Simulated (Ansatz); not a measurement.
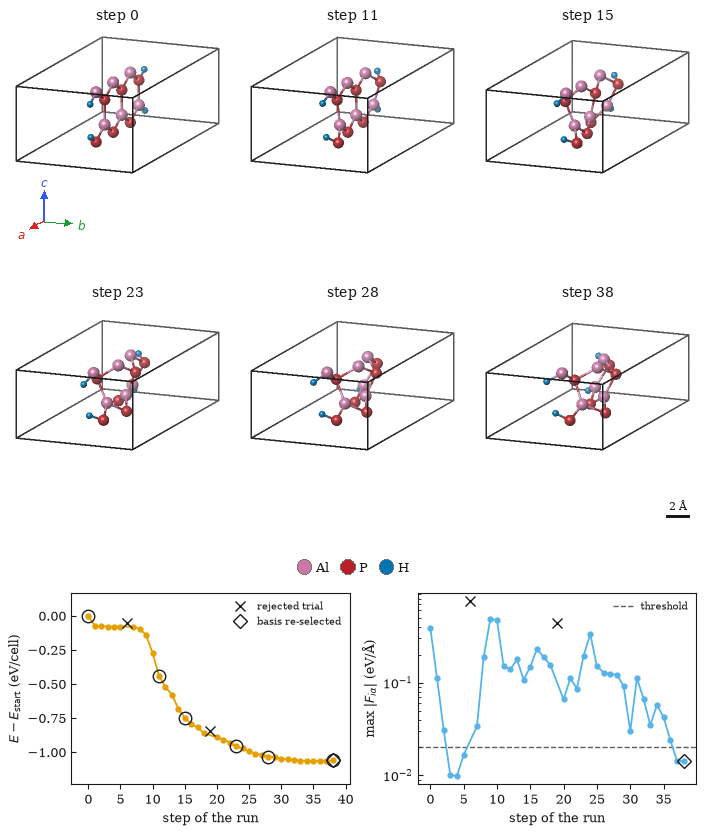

Frames of a relaxation of a wire of composition Al₃P₃H₂, marked on the history of the run. The picture is a ball-and-stick view of the cell of the calculation, with the vacuum cut short, seen slightly off an axis.

Case: armchair ribbon, 6 formula units a period, edges capped with H.

Theory: Ansatz, DFT PBE, scalar-relativistic, plane waves, PAW. Set-up: plane-wave cutoff 420 eV; k-point mesh 1 × 1 × 5; occupations gaussian; smearing width 0.05 eV; no spin polarisation; cell relaxed at fixed a, b, alpha, beta, gamma; force threshold 0.02 eV/Å; at most 45 steps.

What happens along the run?

Answer. The largest moves relative to the layer's centre, 2.47 Å, are those of H atoms. By element the largest moves are H 2.47 Å, P 2.25 Å, Al 1.40 Å. Along the periodic axis the drawn cell goes c 6.823 → 5.966 Å (−12.6 %). Some distances before and after: Al–P 2.274 → 2.329 Å, Al–P 2.274 → 2.307 Å, H–P 1.420 → 1.433 Å, Al–H 1.600 → 1.593 Å. Among the angles between lasting bonds that change: Al–P–Al 120.0° → 89.8°, Al–P–Al 120.0° → 90.8°, Al–P–H 120.0° → 94.0°. Over 35 accepted moves (38 points after the start) the energy falls by 1.059 eV per cell of the calculation. Largest force component: 0.39 eV/Å at the start, 0.014 eV/Å at the end. The line search rejected the trial steps at points 6, 19 of the run. The SCF was repeated once at an unchanged geometry on a basis and grid sized afresh for the cell, which shifted the energy by 5.7 meV per cell of the calculation at most. From step 0 to 11: P atoms move most (0.67 Å), energy −0.437 eV per cell of the calculation. From step 11 to 15: P atoms move most (0.67 Å), energy −0.310 eV per cell of the calculation. From step 15 to 23: P atoms move most (0.93 Å), energy −0.209 eV per cell of the calculation. From step 23 to 28: H atoms move most (0.82 Å), energy −74.3 meV per cell of the calculation. From step 28 to 38: H atoms move most (0.72 Å), energy −28.8 meV per cell of the calculation.

```csv
step,"E − E(0), meV/atom","largest force component, eV/Å",note
0,0.00,0.3890,
1,-4.43,0.1126,
2,-4.76,0.0311,
3,-4.82,0.0101,
4,-4.84,0.0099,
5,-4.85,0.0166,
6,-3.13,0.7503,rejected
7,-4.89,0.0339,
8,-5.87,0.1877,
9,-8.70,0.4841,
10,-17.00,0.4734,
11,-27.34,0.1498,
13,-36.00,0.1779,
14,-42.45,0.1081,
16,-49.50,0.2322,
17,-51.05,0.1881,
19,-52.67,0.4431,rejected
20,-55.53,0.0659,
22,-58.03,0.0864,
23,-59.76,0.1955,
25,-62.01,0.1505,
26,-63.11,0.1286,
28,-64.40,0.1223,
29,-64.85,0.0913,
31,-65.66,0.1114,
32,-65.96,0.0672,
34,-66.40,0.0575,
35,-66.48,0.0423,
37,-66.56,0.0144,
38,-66.20,0.0142,"same geometry, new basis"
```
